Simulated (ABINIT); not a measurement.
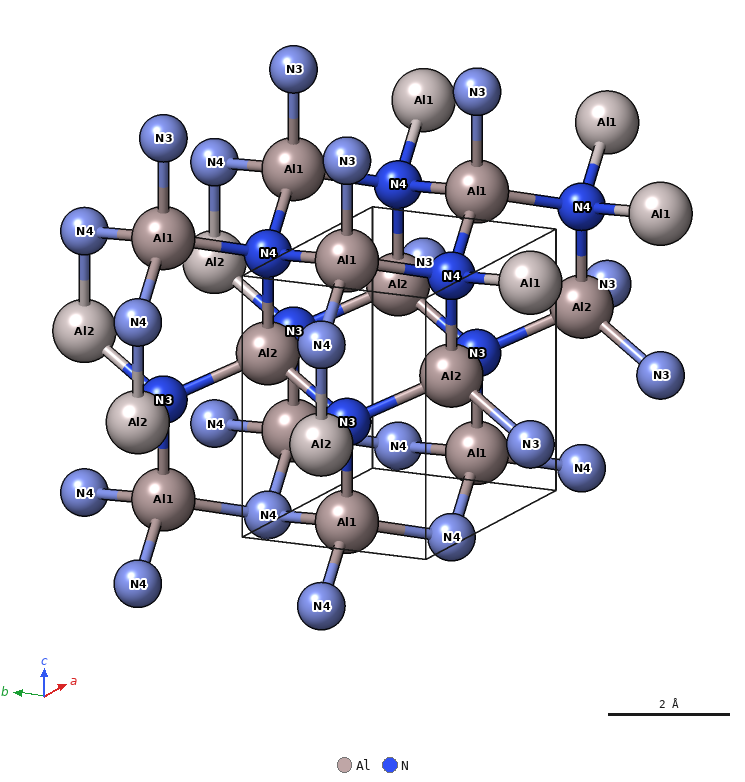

*The structure as given in the input (ball-and-stick view of the cell of the calculation, repeated 2 × 2 × 1, seen at an oblique angle; neighbours outside the cell are drawn fainter; atoms are numbered from 1 in the order of the input).*

# Single-point calculation, with input and output: AlN

System: AlN (P6₃mc, 4 atoms in the cell).
Method: Kohn-Sham DFT of a periodic cell, PBE, PseudoDojo NC SR PBE v0.4.1 standard, no spin polarisation (ABINIT 10.8.3).

The structure derives from an entry of the Crystallography Open Database.

## Input file
```
# Pseudopotentials
pp_dirpath "./"
pseudos "Al.upf, N.upf"

# Structure
acell 3.12849019 3.1284901875 5.01498407 Angstrom
rprim
     1.0000000000     0.0000000000     0.0000000000
    -0.4999999988     0.8660254045     0.0000000000
     0.0000000000     0.0000000000     1.0000000000
ntypat 2
znucl 13 7
natom 4
typat 1 1 2 2
xred
     0.3333333300     0.6666666700    -0.0007726000
     0.6666666700     0.3333333300     0.4992274000
     0.3333333300     0.6666666700     0.3807726000
     0.6666666700     0.3333333300     0.8807726000
chkprim 0
chksymtnons 0
tolsym 1.0e-6

# Plane-wave basis
ecut 42.0

# k points
kptopt 1
ngkpt 8 8 4
nshiftk 1
shiftk 0.0 0.0 0.0

# Exchange and correlation
ixc 11

# Bands and occupations
nband 12
occopt 3
tsmear 0.05 eV

# SCF cycle
nstep 100
tolvrs 1.0e-10

# Output
iomode 3
prtwf 0
prtden 0
prteig 0
prtebands 0
enunit 1
```

Run on 1 thread of AMD EPYC (Zen 3), 32 GiB of memory available, shared host.

Launch command:
```bash
abinit run.abi > log 2>&1
```

## What the program printed
```
.Version 10.8.3 of ABINIT
 Symmetries : space group P6_3 m c (#186); Bravais hP (primitive hexag.)
================================================================================
 Values of the parameters that define the memory need of the present run
     intxc =       0    ionmov =       0      iscf =       7    lmnmax =       6
     lnmax =       6     mgfft =      60  mpssoang =       3    mqgrid =    3001
     natom =       4  nloc_mem =       1    nspden =       1   nspinor =       1
    nsppol =       1      nsym =      12    n1xccc =    2501    ntypat =       2
    occopt =       3   xclevel =       2
       mpw =        3746          nfft =       77760          nkpt =          30
================================================================================
================================================================================

--------------------------------------------------------------------------------
------------- Echo of variables that govern the present computation ------------
--------------------------------------------------------------------------------
 -outvars: echo values of preprocessed input variables --------
            acell      5.9119896467E+00  5.9119896420E+00  9.4769464181E+00 Bohr
              amu      2.69815390E+01  1.40067400E+01
          chkprim           0
      chksymtnons           0
             ecut      4.20000000E+01 Hartree
           enunit           1
              ixc          11
         kptrlatt        8    0    0      0    8    0      0    0    4
          kptrlen      3.79077857E+01
            natom           4
            nband          12
            ngfft          36      36      60
             nkpt          30
            nstep         100
             nsym          12
           ntypat           2
           occopt           3
           prtden           0
        prtebands           0
           prteig           0
            prtwf           0
            rprim      1.0000000000E+00  0.0000000000E+00  0.0000000000E+00
                      -4.9999999880E-01  8.6602540450E-01  0.0000000000E+00
                       0.0000000000E+00  0.0000000000E+00  1.0000000000E+00
          spgroup         186
           tolsym      1.00000000E-06
           tolvrs      1.00000000E-10
           tsmear      1.83746611E-03 Hartree
            typat      1  1  2  2
           xangst      3.3361252468E-09  1.8062346534E+00 -3.8745766925E-03
                       1.5642450967E+00  9.0311732670E-01  2.5036174583E+00
                       3.3361252468E-09  1.8062346534E+00  1.9095685233E+00
                       1.5642450967E+00  9.0311732670E-01  4.4170605583E+00
            xcart      6.3043630381E-09  3.4132888141E+00 -7.3218888026E-03
                       2.9559948265E+00  1.7066444070E+00  4.7311513202E+00
                       6.3043630381E-09  3.4132888141E+00  3.6085615277E+00
                       2.9559948265E+00  1.7066444070E+00  8.3470347367E+00
             xred      3.3333333333E-01  6.6666666667E-01 -7.7260000000E-04
                       6.6666666667E-01  3.3333333333E-01  4.9922740000E-01
                       3.3333333333E-01  6.6666666667E-01  3.8077260000E-01
                       6.6666666667E-01  3.3333333333E-01  8.8077260000E-01
            znucl       13.00000    7.00000

================================================================================

 chkinp: Checking input parameters for consistency.

================================================================================
== DATASET  1 ==================================================================

--- !DatasetInfo
iteration_state: {dtset: 1, }
dimensions: {natom: 4, nkpt: 30, mband: 12, nsppol: 1, nspinor: 1, nspden: 1, mpw: 3746, }
cutoff_energies: {ecut:  42.0, pawecutdg:  -1.0, }
electrons: {nelect:   1.60000000E+01, charge:   0.00000000E+00, occopt:   3.00000000E+00, tsmear:   1.83746611E-03, }
meta: {optdriver: 0, ionmov: 0, optcell: 0, iscf: 7, paral_kgb: 0, }
...

 Exchange-correlation functional for the present dataset will be:
  GGA: Perdew-Burke-Ernzerhof functional - ixc=11
  J.P.Perdew, K.Burke, M.Ernzerhof, PRL 77, 3865 (1996)

 Real(R)+Recip(G) space primitive vectors, cartesian coordinates (Bohr,Bohr^-1):
 R(1)=  5.9119896  0.0000000  0.0000000  G(1)=  0.1691478  0.0976575  0.0000000
 R(2)= -2.9559948  5.1199332  0.0000000  G(2)=  0.0000000  0.1953150  0.0000000
 R(3)=  0.0000000  0.0000000  9.4769464  G(3)=  0.0000000  0.0000000  0.1055192
 Unit cell volume ucvol=  2.8685762E+02 bohr^3
 Angles (23,13,12)=  9.00000000E+01  9.00000000E+01  1.20000000E+02 degrees

 getcut: wavevector=  0.0000  0.0000  0.0000  ngfft=  36  36  60
         ecut(hartree)=     42.000   => boxcut(ratio)=   2.08727

--- Pseudopotential description ------------------------------------------------
- pspini: atom type   1  psp file is ./Al.upf
12 -101130 2 -1 1876                          pspcod,pspxc,lmax,lloc,mmax
     nproj     2     2     2

- pspini: atom type   2  psp file is ./N.upf
12 -101130 1 -1 1058                          pspcod,pspxc,lmax,lloc,mmax
     nproj     2     2     0

   2.97317893E+02                                ecore*ucvol(ha*bohr**3)
--------------------------------------------------------------------------------

================================================================================

--- !BeginCycle
iteration_state: {dtset: 1, }
solver: {iscf: 7, nstep: 100, nline: 4, wfoptalg: 0, }
tolerances: {tolvrs: 1.00E-10, }
...

     iter   Etot(hartree)      deltaE(h)  residm     vres2
 ETOT  1  -25.269509610251    -2.527E+01 6.436E-02 1.170E+03
 ETOT  2  -25.349216297369    -7.971E-02 3.289E-02 9.247E+02
 ETOT  3  -25.588163261403    -2.389E-01 1.244E-02 1.314E+00
 ETOT  4  -25.588763771628    -6.005E-04 3.161E-02 2.562E-02
 ETOT  5  -25.588765830638    -2.059E-06 8.370E-03 3.390E-03
 ETOT  6  -25.588766122245    -2.916E-07 3.937E-03 4.745E-05
 ETOT  7  -25.588766133386    -1.114E-08 5.660E-04 2.080E-06
 ETOT  8  -25.588766133603    -2.171E-10 9.142E-04 2.229E-07
 ETOT  9  -25.588766133659    -5.594E-11 9.629E-05 3.874E-09
 ETOT 10  -25.588766133660    -1.148E-12 1.517E-04 3.055E-11

 At SCF step   10       vres2   =  3.06E-11 < tolvrs=  1.00E-10 =>converged.

 Cartesian components of stress tensor (hartree/bohr^3)
  sigma(1 1)=  5.64438669E-08  sigma(3 2)=  0.00000000E+00
  sigma(2 2)=  5.64436707E-08  sigma(3 1)=  0.00000000E+00
  sigma(3 3)=  2.48937051E-07  sigma(2 1)= -6.67364708E-12

--- !ResultsGS
iteration_state: {dtset: 1, }
comment   : Summary of ground state results
lattice_vectors:
- [  5.9119896,   0.0000000,   0.0000000, ]
- [ -2.9559948,   5.1199332,   0.0000000, ]
- [  0.0000000,   0.0000000,   9.4769464, ]
lattice_lengths: [   5.91199,    5.91199,    9.47695, ]
lattice_angles: [ 90.000,  90.000, 120.000, ] # degrees, (23, 13, 12)
lattice_volume:   2.8685762E+02
convergence: {deltae: -1.148E-12, res2:  3.055E-11, residm:  1.517E-04, diffor: null, }
etotal    :  -2.55887661E+01
entropy   :   0.00000000E+00
fermie    :   2.50938285E-01
cartesian_stress_tensor: # hartree/bohr^3
- [  5.64438669E-08,  -6.67364708E-12,   0.00000000E+00, ]
- [ -6.67364708E-12,   5.64436707E-08,   0.00000000E+00, ]
- [  0.00000000E+00,   0.00000000E+00,   2.48937051E-07, ]
pressure_GPa:  -3.5484E-03
xred      :
- [  3.3333E-01,   6.6667E-01,  -7.7260E-04, Al]
- [  6.6667E-01,   3.3333E-01,   4.9923E-01, Al]
- [  3.3333E-01,   6.6667E-01,   3.8077E-01,  N]
- [  6.6667E-01,   3.3333E-01,   8.8077E-01,  N]
cartesian_forces: # hartree/bohr
- [ -0.00000000E+00,  -2.35609530E-26,   8.08900728E-06, ]
- [ -0.00000000E+00,   3.36585043E-27,   8.08900728E-06, ]
- [ -4.66385916E-26,   1.17804765E-25,  -8.08900728E-06, ]
- [  4.66385916E-26,  -9.76096625E-26,  -8.08900728E-06, ]
force_length_stats: {min:   8.08900728E-06, max:   8.08900728E-06, mean:   8.08900728E-06, }
...

 Integrated electronic density in atomic spheres:
 ------------------------------------------------
 Atom  Sphere_radius  Integrated_density
    1        2.00000          1.07631306
    2        2.00000          1.07631306
    3        2.00000          5.36694216
    4        2.00000          5.36694216
================================================================================

 ----iterations are completed or convergence reached----

 Mean square residual over all n,k,spin=   51.080E-08; max=  15.175E-05
 reduced coordinates (array xred) for    4 atoms
       0.333333333333      0.666666666667     -0.000772600000
       0.666666666667      0.333333333333      0.499227400000
       0.333333333333      0.666666666667      0.380772600000
       0.666666666667      0.333333333333      0.880772600000
 rms dE/dt=  4.4265E-05; max dE/dt=  7.5444E-05; dE/dt below (all hartree)
    1       0.000000000000      0.000000000000     -0.000077874349
    2       0.000000000000      0.000000000000     -0.000077874349
    3       0.000000000000     -0.000000000000      0.000075443828
    4      -0.000000000000      0.000000000000      0.000075443828

 cartesian coordinates (angstrom) at end:
    1      0.00000000333613     1.80623465340265    -0.00387457669248
    2      1.56424509666806     0.90311732670132     2.50361745830752
    3      0.00000000333613     1.80623465340265     1.90956852329248
    4      1.56424509666806     0.90311732670132     4.41706055829248

 cartesian forces (hartree/bohr) at end:
    1     -0.00000000000000    -0.00000000000000     0.00000808900728
    2     -0.00000000000000     0.00000000000000     0.00000808900728
    3     -0.00000000000000     0.00000000000000    -0.00000808900728
    4      0.00000000000000    -0.00000000000000    -0.00000808900728
 frms,max,avg= 4.6701905E-06 8.0890073E-06   0.000E+00  0.000E+00  1.282E-07 h/b

 cartesian forces (eV/Angstrom) at end:
    1     -0.00000000000000    -0.00000000000000     0.00041595347832
    2     -0.00000000000000     0.00000000000000     0.00041595347832
    3     -0.00000000000000     0.00000000000000    -0.00041595347832
    4      0.00000000000000    -0.00000000000000    -0.00041595347832
 frms,max,avg= 2.4015085E-04 4.1595348E-04   0.000E+00  0.000E+00  6.594E-06 e/A
 length scales=  5.911989646689  5.911989641965  9.476946418090 bohr
              =  3.128490190000  3.128490187500  5.014984070000 angstroms
 Fermi (or HOMO) energy (eV) =   6.82838   Average Vxc (eV)= -10.63639
 Eigenvalues (   eV  ) for nkpt=  30  k points:
 kpt#   1, nband= 12, wtk=  0.00391, kpt=  0.0000  0.0000  0.0000 (reduced coord)
  -9.87683   -7.78636   -0.72726    4.34131    4.34131    4.98340    4.98340    5.18680
   9.24312   11.72177   15.63534   16.25148
 prteigrs : prtvol=0 or 1, do not print more k-points.

--- !EnergyTerms
iteration_state     : {dtset: 1, }
comment             : Components of total free energy in Hartree
kinetic             :  1.63065519231794E+01
hartree             :  5.72057475010166E+00
xc                  : -8.47649727982461E+00
Ewald energy        : -2.16227772739411E+01
psp_core            :  1.03646504362938E+00
local_psp           : -1.72153925272949E+01
non_local_psp       : -1.33769076950952E+00
internal            : -2.55887661336598E+01
'-kT*entropy'       :  1.25294605474896E-15
total_energy        : -2.55887661336598E+01
total_energy_eV     : -6.96305798821094E+02
band_energy         : -1.20610900807129E-02
...

 Cartesian components of stress tensor (hartree/bohr^3)
  sigma(1 1)=  5.64438669E-08  sigma(3 2)=  0.00000000E+00
  sigma(2 2)=  5.64436707E-08  sigma(3 1)=  0.00000000E+00
  sigma(3 3)=  2.48937051E-07  sigma(2 1)= -6.67364708E-12

-Cartesian components of stress tensor (GPa)         [Pressure= -3.5484E-03 GPa]
- sigma(1 1)=  1.66063590E-03  sigma(3 2)=  0.00000000E+00
- sigma(2 2)=  1.66063013E-03  sigma(3 1)=  0.00000000E+00
- sigma(3 3)=  7.32398089E-03  sigma(2 1)= -1.96345476E-07

== END DATASET(S) ==============================================================
================================================================================

 -outvars: echo values of variables after computation  --------
            acell      5.9119896467E+00  5.9119896420E+00  9.4769464181E+00 Bohr
           etotal     -2.5588766134E+01
            fcart     -0.0000000000E+00 -2.3560953002E-26  8.0890072774E-06
                      -0.0000000000E+00  3.3658504289E-27  8.0890072774E-06
                      -4.6638591630E-26  1.1780476510E-25 -8.0890072774E-06
                       4.6638591630E-26 -9.7609662525E-26 -8.0890072774E-06
            rprim      1.0000000000E+00  0.0000000000E+00  0.0000000000E+00
                      -4.9999999880E-01  8.6602540450E-01  0.0000000000E+00
                       0.0000000000E+00  0.0000000000E+00  1.0000000000E+00
           strten      5.6443866944E-08  5.6443670733E-08  2.4893705080E-07
                       0.0000000000E+00  0.0000000000E+00 -6.6736470826E-12
           xangst      3.3361252468E-09  1.8062346534E+00 -3.8745766925E-03
                       1.5642450967E+00  9.0311732670E-01  2.5036174583E+00
                       3.3361252468E-09  1.8062346534E+00  1.9095685233E+00
                       1.5642450967E+00  9.0311732670E-01  4.4170605583E+00
             xred      3.3333333333E-01  6.6666666667E-01 -7.7260000000E-04
                       6.6666666667E-01  3.3333333333E-01  4.9922740000E-01
                       3.3333333333E-01  6.6666666667E-01  3.8077260000E-01
                       6.6666666667E-01  3.3333333333E-01  8.8077260000E-01
 Calculation completed.
```

## Key numbers

- outcome: converged
- space group (tolerance 0.01 Å): P6₃mc (186)
- electrons treated: 16
- free energy: −696.3058 eV
- Fermi energy: 6.828 eV
- gap on the k-point mesh: 4.06 eV
- pressure: 0.00 GPa
- largest force (length of the vector): under 0.001 eV/Å
- wall time: 48 s
- peak memory: 0.09 GiB
